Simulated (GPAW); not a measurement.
# How the smearing moves the magnetism of linear Cr chain, spacing 2.497 A, part 2 of 2

Two starts of linear Cr chain, spacing 2.497 A are run at each rung of the smearing. Which rung is enough?

GPAW 26.7.0; PBE; plane waves with GPAW's PAW setups, scalar-relativistic.

So far, largest spin moment in the augmentation sphere (μB): step 2 (rung 1 (width 0.4 eV), start ferro +) 3.55; step 4 (rung 2 (width 0.2 eV), start ferro +) 3.85; step 5 (rung 2 (width 0.2 eV), start antiferro q=(0,0,1/2) +-) 3.69; step 6 (rung 3 (width 0.1 eV), start ferro +) 3.89; step 7 (rung 3 (width 0.1 eV), start antiferro q=(0,0,1/2) +-) 3.73.

## Step 8: Rung 4 (width 0.05 eV), start ferro +

Contents of order1.py:

```python
import json
import numpy as np
from ase import Atoms
from ase.parallel import paropen, parprint
from gpaw import GPAW

atoms = Atoms(['Cr'],
    cell=[[12.0, 0.0, 0.0],
         [0.0, 12.0, 0.0],
         [0.0, 0.0, 2.497]],
    scaled_positions=[[0.5, 0.5, 0.0]],
    pbc=True,
    magmoms=[2.5])
atoms.calc = GPAW(mode={'name': 'pw', 'ecut': 550},
    xc='PBE',
    kpts={'size': (1, 1, 12), 'gamma': True},
    occupations={'name': 'fermi-dirac', 'width': 0.05},
    convergence={'density': 1e-05, 'energy': 1e-05},
    maxiter=200,
    symmetry={'tolerance': 1e-4},
    txt='order1.txt')
e = atoms.get_potential_energy(force_consistent=True)
res = {'free_energy': e, 'energy_sigma0': atoms.get_potential_energy(), 'fermi_energy': atoms.calc.get_fermi_level()}
res['moments'] = atoms.get_magnetic_moments().tolist()
res['total'] = atoms.get_magnetic_moment()
parprint('site moments (muB):', np.round(res['moments'], 3))
parprint(f"total moment: {res['total']:.3f} muB")
parprint(f'free energy: {e:.6f} eV')
atoms.calc.write('order1.gpw')
with paropen('results.json', 'w') as f:
    json.dump(res, f)
```

On the command line:

```sh
> OMP_NUM_THREADS=1 python3 order1.py > order1.log
```

Numbers of over 12 decimals in the logs are rounded to 6 here.

Log:

```text
site moments (muB): [3.9]
total moment: 5.166 muB
free energy: -5.915792 eV

--- order1.txt ---
Input parameters:
  mode=PW(ecut=550),
  convergence={'density': 1e-05, 'energy': 1e-05},
  kpts=MonkhorstPack(size=(1, 1, 12), gamma=True),
  maxiter=200,
  occupations=Occupations(name='fermi-dirac', width=0.05),
  symmetry=Symmetry(tolerance=0.0001),
  xc=XC(name='PBE')

Diagonalizing LCAO Hamiltonian
[...]
|          3 |        -4.500 |     1.000 |        -0.957 |     0.000 |
|          4 |        -2.989 |     0.023 |        -0.865 |     0.000 |
|          5 |        -2.989 |     0.023 |        -0.865 |     0.000 |
|          6 |        -2.296 |     0.000 |         0.425 |     0.000 |
|          7 |        -2.296 |     0.000 |         0.864 |     0.000 |
|          8 |         0.074 |     0.000 |         0.864 |     0.000 |

No gap
No difference between direct/indirect transitions


[key lines of the parts left out:]
Free energy:      -5.915792
Converged in 17 steps
dipole moment: (0.000065, 0.000065, -5.909330)  # |e|*Ang
Fermi level: -3.176
```

Elapsed: 39 s, on 1 MPI rank of Intel Xeon Platinum 8259CL at 2.50GHz (Skylake/Cascade Lake), shared host; peak memory 0.33 GiB.

This step gave:

```
magnetization  : 5.166 μB
final state    : ferromagnetic
largest moment : 3.900 μB
```

The largest moment moves by +0.01 μB from rung 3, at 1.1 times its CPU time.

## Step 9: Rung 4 (width 0.05 eV), start antiferro q=(0,0,1/2) +-

Contents of order2.py:

```python
import json
import numpy as np
from ase import Atoms
from ase.parallel import paropen, parprint
from gpaw import GPAW

atoms = Atoms(['Cr', 'Cr'],
    cell=[[12.0, 0.0, 0.0],
         [0.0, 12.0, 0.0],
         [0.0, 0.0, 4.994]],
    scaled_positions=[[0.5, 0.5, 0.0],
         [0.5, 0.5, 0.5]],
    pbc=True,
    magmoms=[2.5, -2.5])
atoms.calc = GPAW(mode={'name': 'pw', 'ecut': 550},
    xc='PBE',
    kpts={'size': (1, 1, 6), 'gamma': True},
    occupations={'name': 'fermi-dirac', 'width': 0.05},
    convergence={'density': 1e-05, 'energy': 1e-05},
    maxiter=200,
    symmetry={'tolerance': 1e-4},
    txt='order2.txt')
e = atoms.get_potential_energy(force_consistent=True)
res = {'free_energy': e, 'energy_sigma0': atoms.get_potential_energy(), 'fermi_energy': atoms.calc.get_fermi_level()}
res['moments'] = atoms.get_magnetic_moments().tolist()
res['total'] = atoms.get_magnetic_moment()
parprint('site moments (muB):', np.round(res['moments'], 3))
parprint(f"total moment: {res['total']:.3f} muB")
parprint(f'free energy: {e:.6f} eV')
atoms.calc.write('order2.gpw')
with paropen('results.json', 'w') as f:
    json.dump(res, f)
```

On the command line:

```sh
> OMP_NUM_THREADS=1 python3 order2.py > order2.log
```

Log:

```text
site moments (muB): [ 3.751 -3.751]
total moment: 0.000 muB
free energy: -12.774150 eV

--- order2.txt ---
Input parameters:
  mode=PW(ecut=550),
  convergence={'density': 1e-05, 'energy': 1e-05},
  kpts=MonkhorstPack(size=(1, 1, 6), gamma=True),
  maxiter=200,
  occupations=Occupations(name='fermi-dirac', width=0.05),
  symmetry=Symmetry(tolerance=0.0001),
  xc=XC(name='PBE')

Diagonalizing LCAO Hamiltonian
[...]
|          8 |        -0.167 |     0.000 |        -0.167 |     0.000 |
|          9 |        -0.153 |     0.000 |        -0.153 |     0.000 |
|         10 |         0.149 |     0.000 |         0.149 |     0.000 |
|         11 |         0.149 |     0.000 |         0.149 |     0.000 |

Gap: 0.489 eV
Transition (v -> c):
  (s=1, k=3, n=5, [0.00, 0.00, 0.50]) -> (s=0, k=3, n=6, [0.00, 0.00, 0.50])
No difference between direct/indirect transitions


[key lines of the parts left out:]
Free energy:     -12.774150
Converged in 16 steps
dipole moment: (0.000130, 0.000130, -11.758727)  # |e|*Ang
Fermi level: -3.440
```

It took 64 s on 1 MPI rank; peak memory 0.54 GiB.

Read from the output:

* magnetization: 0 μB
* final state: antiferromagnetic
* largest moment: 3.751 μB

This start lies -471.3 meV a seeded atom from the first, a change of +0.3 meV since rung 3; its largest moment is 3.75 μB.

## Step 10: Rung 5 (width 0.02 eV), start ferro +

order1.py is the script of step 8 with these lines changed:

```diff
@@ -16,3 +16,3 @@
     kpts={'size': (1, 1, 12), 'gamma': True},
-    occupations={'name': 'fermi-dirac', 'width': 0.05},
+    occupations={'name': 'fermi-dirac', 'width': 0.02},
     convergence={'density': 1e-05, 'energy': 1e-05},
```

On the command line:

```sh
> OMP_NUM_THREADS=1 python3 order1.py > order1.log
```

Log:

```text
site moments (muB): [3.9]
total moment: 5.167 muB
free energy: -5.915367 eV

--- order1.txt ---
Input parameters:
  mode=PW(ecut=550),
  convergence={'density': 1e-05, 'energy': 1e-05},
  kpts=MonkhorstPack(size=(1, 1, 12), gamma=True),
  maxiter=200,
  occupations=Occupations(name='fermi-dirac', width=0.02),
  symmetry=Symmetry(tolerance=0.0001),
  xc=XC(name='PBE')

Diagonalizing LCAO Hamiltonian
[...]
|          3 |        -4.501 |     1.000 |        -0.959 |     0.000 |
|          4 |        -2.990 |     0.000 |        -0.865 |     0.000 |
|          5 |        -2.990 |     0.000 |        -0.865 |     0.000 |
|          6 |        -2.296 |     0.000 |         0.425 |     0.000 |
|          7 |        -2.296 |     0.000 |         0.862 |     0.000 |
|          8 |         0.074 |     0.000 |         0.862 |     0.000 |

No gap
No difference between direct/indirect transitions


[key lines of the parts left out:]
Free energy:      -5.915367
Converged in 16 steps
dipole moment: (0.000065, 0.000065, -5.909468)  # |e|*Ang
Fermi level: -3.190
```

Wall time 32 s (1 MPI rank); peak memory 0.33 GiB.

Read from the output:

- magnetization: 5.167 μB
- final state: ferromagnetic
- largest moment: 3.900 μB

The largest moment is that of rung 4, at 0.83 times its CPU time.

## Step 11: Rung 5 (width 0.02 eV), start antiferro q=(0,0,1/2) +-

order2.py is the script of step 9 with these lines changed:

```diff
@@ -17,3 +17,3 @@
     kpts={'size': (1, 1, 6), 'gamma': True},
-    occupations={'name': 'fermi-dirac', 'width': 0.05},
+    occupations={'name': 'fermi-dirac', 'width': 0.02},
     convergence={'density': 1e-05, 'energy': 1e-05},
```

On the command line:

```sh
> OMP_NUM_THREADS=1 python3 order2.py > order2.log
```

Log:

```text
site moments (muB): [ 3.754 -3.754]
total moment: 0.000 muB
free energy: -12.773401 eV

--- order2.txt ---
Input parameters:
  mode=PW(ecut=550),
  convergence={'density': 1e-05, 'energy': 1e-05},
  kpts=MonkhorstPack(size=(1, 1, 6), gamma=True),
  maxiter=200,
  occupations=Occupations(name='fermi-dirac', width=0.02),
  symmetry=Symmetry(tolerance=0.0001),
  xc=XC(name='PBE')

Diagonalizing LCAO Hamiltonian
[...]
|          8 |        -0.158 |     0.000 |        -0.158 |     0.000 |
|          9 |        -0.143 |     0.000 |        -0.143 |     0.000 |
|         10 |         0.156 |     0.000 |         0.156 |     0.000 |
|         11 |         0.156 |     0.000 |         0.156 |     0.000 |

Gap: 0.484 eV
Transition (v -> c):
  (s=1, k=3, n=5, [0.00, 0.00, 0.50]) -> (s=1, k=3, n=6, [0.00, 0.00, 0.50])
No difference between direct/indirect transitions


[key lines of the parts left out:]
Free energy:     -12.773401
Converged in 16 steps
dipole moment: (0.000130, 0.000130, -11.757216)  # |e|*Ang
Fermi level: -3.472
```

The job ended after 66 s (1 MPI rank; peak memory 0.54 GiB).

Read from the output:

```
magnetization  : 0 μB
final state    : antiferromagnetic
largest moment : 3.754 μB
```

This start lies -471.3 meV a seeded atom from the first, a change of -0.0 meV since rung 4; its largest moment is 3.75 μB.

## Step 12: The rungs together

Ladder, by row:

| rung | smearing (eV) | state from the first start | state from the second start | second less first (meV a seeded atom) | moment, first (μB) | moment, second (μB) | CPU time (s) |
| --- | --- | --- | --- | --- | --- | --- | --- |
| 1 | 0.4 | ferromagnetic | antiferromagnetic | -394.6 | 3.554 | 3.585 | 123.9 |
| 2 | 0.2 | ferromagnetic | antiferromagnetic | -467.5 | 3.854 | 3.694 | 109.8 |
| 3 | 0.1 | ferromagnetic | antiferromagnetic | -471.6 | 3.895 | 3.732 | 101.1 |
| 4 | 0.05 | ferromagnetic | antiferromagnetic | -471.3 | 3.9 | 3.751 | 102.2 |
| 5 | 0.02 | ferromagnetic | antiferromagnetic | -471.3 | 3.9 | 3.754 | 98.43 |

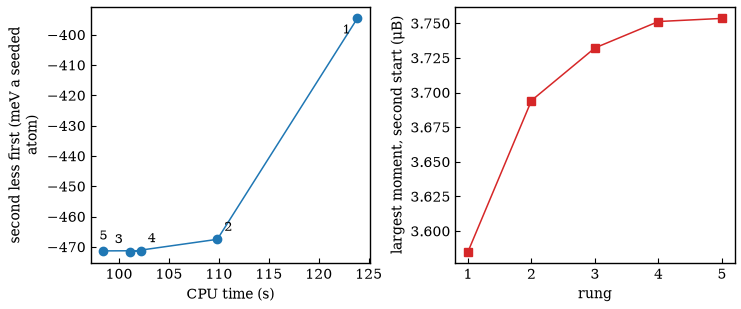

Result against cost, rungs numbered as in the table, and the moment by rung.

## Step 13: What came out

```yaml
range_of_the_moment_in_the_table_second_start: 3.59 to 3.75 μB
range_of_cpu_time: 98 s to 2.1 min
range_of_the_energy_difference: -472 to -395 meV a seeded atom
first_rung_from_which_all_stay_within_24_mev_of_the_last: 2
```

What this shows: From rung 2 on the result stays within 3.8 meV of the last rung, inside the margin of 24 meV set for it, at 112 % of the last rung's cost. The second start ends lower on every rung of the table; whether functional and cell give the true order is another question. The mesh stays the same, and a narrow smearing needs a finer one, so the last rung is no sure reference.

[Logs and program files are shortened in this print: banners, set-up blocks, solver, clock and traceback lines can be left out without a mark of their own.]

[Logs are printed without paths, hosts, clocks, repeated set-up lines and the standing remarks that a program may print on its own settings, such as how far it seeks lower states.]

[Hosts, paths, dates, database ids (printed as entryN), source tags and the programs' standing remarks are cut or masked in the printed files.]

[Where a cell is said to come from a database of computed structures, the database is the Materials Project.]
